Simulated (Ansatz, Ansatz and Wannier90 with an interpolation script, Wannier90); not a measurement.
## From a coarse GW mesh to bands everywhere: AlN (F-43m)

Wanted: quasiparticle gap and band widths of AlN (F-43m) over the whole zone.

Program: Ansatz 0.2.0. Level of theory: LDA, Wannier functions and G0W0, plane waves, PAW. Results are calculated unless marked as measured.

### Step 1. Set-up

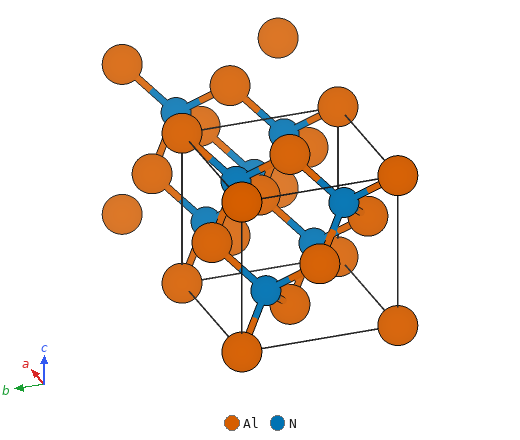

Start, viewed from a free direction; aluminium orange, nitrogen blue. 2×1×1 cells are drawn. This picture shows the conventional cell, with its axes. Bonds to atoms that aren't drawn are left out. Some periodic images of atoms are drawn too.

The cell and positions are those that the Materials Project relaxed with its own functionals (PBE, PBE+U or r2SCAN), kept fixed. This is not the form that AlN usually takes at ambient conditions. The default PAW set here is soft_2. Its files were made with PBE.

### Step 2. LDA bands

Levels along a band path, at the cheap level, show where the edges lie and whether the meshes to come will hold them.

This step: DFT, LDA, plane waves, PAW.

input.yaml reads:

```yaml
crystal:
  lattice:
    - [0.0, 2.18399356, 2.18399356]
    - [2.18399356, 0.0, 2.18399356]
    - [2.18399356, 2.18399356, 0.0]
  atoms:
    - { symbol: Al, position: [0.0, 0.0, 0.0] }
    - { symbol: "N", position: [0.25, 0.25, 0.25] }
kpoints:
  mp_grid: { grid: [10, 10, 10] }
  band_path:
    path:
      - [[0.0, 0.0, 0.0], [-0.5, -0.5, 0.0], [-0.375, -0.375, 0.25]]
      - [[-0.375, 0.0, 0.375], [0.0, 0.0, 0.0], [0.0, 0.0, 0.5], [-0.5, -0.25, 0.25], [-0.5, -0.5, 0.0]]
    npoints: 10
hamiltonian:
  xc: lda
scf:
  occupations: { method: fermi_dirac, width: 0.02 }
  n_extra_bands: 30
output:
  eigenvalues: true
  fatbands: true
  write_density: true
  write_potential: true
  elf: true
  volumetric_format: npy
```

Command:

```bash
> ansatz run input.yaml --threads 12 --pin off --max-ram 22118MiB --backend cpu --events-out ev --progress --plain --runs-dir out
```

Numbers of over 12 decimals in the logs are rounded to 6 here.

What it wrote:

```text
scf.n_extra_bands = 30 over 4 filled bands (N_el = 8.0): the run solves 34 bands
Engine: ansatz 0.2.0, aarch64-unknown-linux-gnu
Pseudopotentials: kind: paw
Pseudopotential: Al, paw, valence charge 3, recommended cutoff 420 eV (normal), Al.paw.azcp
Pseudopotential: N, paw, valence charge 5, recommended cutoff 420 eV (normal), N.paw.azcp
Functional definition: SPW92
  exchange = slater_x
  correlation = pw_c
Crystal: 2 atoms, lattice volume = 20.835 Å³
Basis set: ecut = 420 eV, 411 PW (Γ)
Bands: 34, of which v1, the nominal top of the filled ones, is band 4 counted from 1 (3 counted from 0)
Symmetry: 24 space group operations
Space group: F-43m (ITA 216), of the structure as read, at distance tolerance 2.8e-5 Å
k-points: 47 of 1000 (time reversal used)
Non-local potential: Al, projectors of the file, l = 0: 2, l = 1: 2, l = 2: 1
Non-local potential: N, projectors of the file, l = 0: 2, l = 1: 2, l = 2: 1
PAW form: soft (Blöchl's): semilocal exchange-correlation on the pseudo side does not see the compensation charge
PAW frozen core: Al, regenerated for the run's functional, and the local potential with it (the file was generated under x = pbe(κ = 0.804, μ = 0.219515), c = pbe(β = 0.066725))
PAW frozen core: N, regenerated for the run's functional, and the local potential with it (the file was generated under x = pbe(κ = 0.804, μ = 0.219515), c = pbe(β = 0.066725))
PAW one-centre angular grid: Al, 110 points (default); XC on 64 Gauss nodes
PAW one-centre angular grid: N, 110 points (default); XC on 64 Gauss nodes
Initial density: superposition of atomic densities (neutral atoms: chi_scale 0, normalization atom), corrected by the library's trained network
Initial wavefunctions: pseudopotential atomic-orbital guess
Functional: x = slater, c = lda
SCF iter   1: F=—  HF=-889.813455 eV  |F-HF|=—  |Δ(HF+E_count)|=         —  Δρ=8.80e-3  dr2=1.84e-2  ethr=1.77e-3  ⟨swp⟩=4.9  Hψ=7272  notcnv=0  defer=734
preconditioner: auto → none  [insulator: Δε(μ)=3.108 eV  Ē_g=42.501 eV  σ=0.020 eV  W_gap=1.00  n_scr=0 (ndim 8)  ℏωp=23.0 eV  f_vac=0.000  D(μ)=0.00/eV (n_scr^D=0)  ε∞_Penn≈1.3]
SCF iter   2: F=—  HF=-889.808798 eV  |F-HF|=—  |Δ(HF+E_count)|=   4.66e-3  Δρ=3.96e-3  dr2=3.65e-3  ethr=2.30e-4  ⟨swp⟩=1.0  Hψ=1974  notcnv=0  defer=973
SCF iter   3: F=—  HF=-889.807657 eV  |F-HF|=—  |Δ(HF+E_count)|=   1.14e-3  Δρ=2.49e-4  dr2=4.37e-6  ethr=4.56e-5  ⟨swp⟩=2.9  Hψ=811  notcnv=0  defer=1137
SCF iter   4: F=—  HF=-889.807658 eV  |F-HF|=—  |Δ(HF+E_count)|=   9.01e-7  Δρ=2.77e-5  dr2=1.06e-7  ethr=5.46e-8  ⟨swp⟩=2.5  Hψ=594  notcnv=0  defer=1141
iter 5 did not close the SCF: its close was put off for the readings that it lacked (scf_convergence_deferred on its scf_iter line)
SCF iter   5: F=-889.807658 eV  HF=-889.807658 eV  |F-HF|=2.36e-10  |Δ(HF+E_count)|=   2.99e-8  Δρ=2.41e-6  dr2=5.34e-10  ethr=1.32e-9  ⟨swp⟩=2.4  Hψ=604  notcnv=0  defer=1141
SCF iter   6: F=-889.807658 eV  HF=-889.807658 eV  |F-HF|=1.48e-12  |Δ(HF+E_count)|=  3.29e-10  Δρ=1.47e-7  dr2=1.73e-12  ethr=6.68e-12  ⟨swp⟩=9.7  Hψ=11254  notcnv=0
SCF 1 converged in 6 iterations: F = -889.807658 eV  dr2 = 1.73e-12
[...]
NSCF: frozen V_eff on 62 k-points
SCF converged after 6 iterations
Free energy (F): -889.807658 eV
Harris-Foulkes:  -889.807658 eV  (|F-HF|=1.48e-12)
Internal energy: -889.807658 eV  (E = F + TS)
E sigma→0 (E₀):  -889.807658 eV
Fermi energy:    8.309158 eV
--- Per-component energies (eV) ---
  E_band       = 13.336092
  E_kinetic    = 158.764488
  E_local      = -223.416631  (includes V_loc(G=0)·N_el)
  E_nonlocal   = 57.504106
  E_hartree    = 76.301309
  E_xc         = -100.518852
  E_vxc        = -107.484538  (∫ρ·V_xc dr)
  E_paw        = -561.974375  (= ΣΔE_a)
  E_vpaw       = -24.634036  (= ΣTr[D̂ρ^β])
  E_aug_tail   = 0.000091  (compensation charges beyond the density's cutoff)
  E_ewald      = -296.603555
  E_core_change = 0.135761  (= ΣΔE_core)
  E_smearing   = -0.000000  (= −TS)
  E_closure    = 0.000000  (closes the sum)
  Σ components = -889.807658   (vs F -889.807658, Δ=0.00e0)
--- Band table (eV; the first three rows and the last of 47) ---
  k-point 0: bands = [-8.1395, 6.6759, 6.6759, 6.6759, 10.9051, 19.0345, 19.0345, 19.0345, ... 26 higher]
  k-point 1: bands = [-7.9902, 5.8718, 6.6241, 6.6241, 11.5502, 18.6515, 19.1660, 19.1660, ... 26 higher]
  k-point 2: bands = [-7.5643, 4.2679, 6.4945, 6.4945, 12.6452, 17.8691, 19.1000, 19.1000, ... 26 higher]
  k-point 46: bands = [-5.3126, 2.5641, 3.5516, 4.0313, 12.3173, 17.3515, 18.9032, 19.1132, ... 26 higher]
```

Run time: 0.93 s. Hardware: 12 threads of Arm Neoverse V2, shared host; peak memory 0.35 GiB.

Reading the cycles: dr2 is the Hartree energy of the density residual (eV), the measure of convergence; HF is the Harris–Foulkes estimate of the energy, which meets the free energy F at convergence.

Numbers from this step:

| Item | Value |
| --- | --- |
| filled bands | 4 |
| gap | 3.244 eV |
| valence top at | Γ |
| conduction bottom at | X |
| least direct gap | 4.229 eV |

The gap is indirect, with the least direct gap 0.99 eV higher.

Electronic bands along the path, in eV, zero at the top of the highest nominally filled band; v1 is the highest filled band, c1 the lowest empty one:

```csv
point,v4,v3,v2,v1,c1,c2,c3,c4
Γ,-14.82,0.00,0.00,0.00,4.23,12.36,12.36,12.36
X,-12.04,-4.95,-1.79,-1.79,3.24,8.42,13.75,15.48
U,-12.06,-4.29,-3.66,-1.38,5.08,9.93,12.88,13.97
jump to K,-12.06,-4.29,-3.66,-1.38,5.08,9.93,12.88,13.97
Γ,-14.82,0.00,0.00,0.00,4.23,12.36,12.36,12.36
L,-12.70,-5.89,-0.48,-0.48,7.27,9.77,10.97,10.97
W,-11.98,-3.81,-3.47,-2.72,5.96,11.24,11.83,11.98
X,-12.04,-4.95,-1.79,-1.79,3.24,8.42,13.75,15.48
```

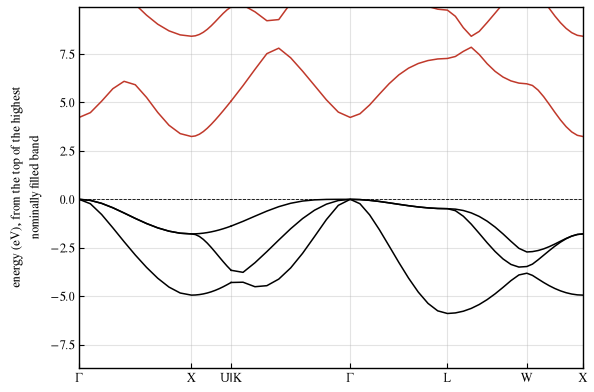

Electronic bands along the path; lines of filled and empty bands in two colours.

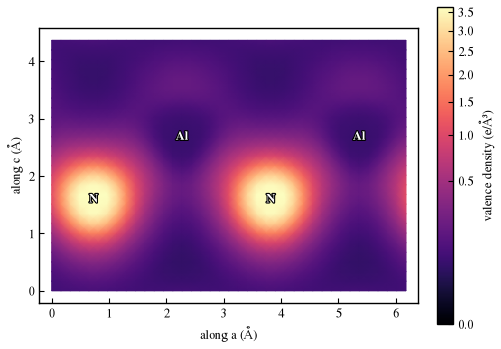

Valence density in the ac plane of a cell with a along [110], b along [-110] and c along [001] of the cube at fractional y = 0.000, with atoms of Al and N within 0.2 Å of it. It is the smooth field of the valence electrons, not physical close to the nuclei. The map starts off the cell's origin, so that atoms lie inside it. The colour scale is stretched toward low values.

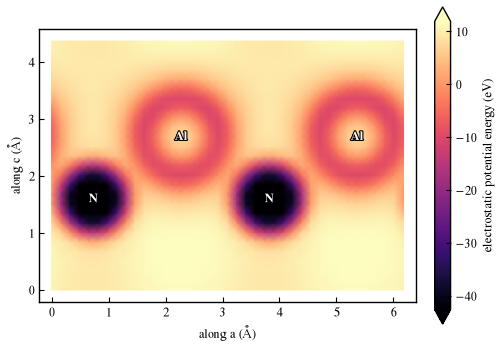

Electrostatic potential energy in the ac plane of a cell with a along [110], b along [-110] and c along [001] of the cube at fractional y = 0.000, with atoms of Al and N within 0.2 Å of it. With pseudopotentials it is smooth inside the atoms' cores, unlike the true potential. The map starts off the cell's origin, so that atoms lie inside it.

### Step 3. Overlaps and projections on 10×10×10

This step: overlaps and projections of LDA states for Wannier90, plane waves, PAW.

input.yaml, the sections that differ from step 2:

```yaml
kpoints:
  mp_grid: { grid: [10, 10, 10] }
scf:
  occupations: { method: fixed }
  n_extra_bands: 30
output:
  wannier:
    kmesh: [10, 10, 10]
    projections:
      - { species: Al, l: s, shell: 3 }
      - { species: Al, l: p, shell: 3 }
      - { species: "N", l: p, shell: 2 }
    minimise: false
    seedname: w
    disentanglement: { window: [0.63, 26.9], frozen_window: [0.63, 12.92] }
# crystal, hamiltonian: as in step 2
```

What it wrote:

```text
[...]
Crystal: 2 atoms, lattice volume = 20.835 Å³
Basis set: ecut = 420 eV, 411 PW (Γ)
Bands: 34, of which v1, the nominal top of the filled ones, is band 4 counted from 1 (3 counted from 0)
Symmetry: 24 space group operations
[...]
k-points: 47 of 1000 (time reversal used)
[...]
Fermi energy:    6.675942 eV
[...]
--- Band table (eV; the first three rows and the last of 47) ---
  k-point 0: bands = [-8.1395, 6.6759, 6.6759, 6.6759, 10.9051, 19.0345, 19.0345, 19.0345, ... 26 higher]
  k-point 1: bands = [-7.9902, 5.8718, 6.6241, 6.6241, 11.5502, 18.6515, 19.1660, 19.1660, ... 26 higher]
  k-point 2: bands = [-7.5643, 4.2679, 6.4945, 6.4945, 12.6452, 17.8691, 19.1000, 19.1000, ... 26 higher]
  k-point 46: bands = [-5.3126, 2.5641, 3.5516, 4.0313, 12.3173, 17.3515, 18.9032, 19.1132, ... 26 higher]
[key lines of the parts left out:]
SCF converged after 6 iterations
Free energy (F): -889.807658 eV
```

Run time: 1.4 s. Hardware: 12 threads; peak memory 0.56 GiB; 7.7 s of CPU time.

[end of part 1 of 3]

[Paths, hosts, dates, memory and timing lines, banners, echoed tables and standing remarks are left out of the program output.]

[Logs are printed without paths, hosts, clocks, repeated set-up lines and the standing remarks that a program may print on its own settings, such as how far it seeks lower states.]

[Runs of the session that timed out or met a known fault of the program may be left out.]

[Hosts, paths, dates, database ids (printed as entryN), source tags and the programs' standing remarks are cut or masked in the printed files.]
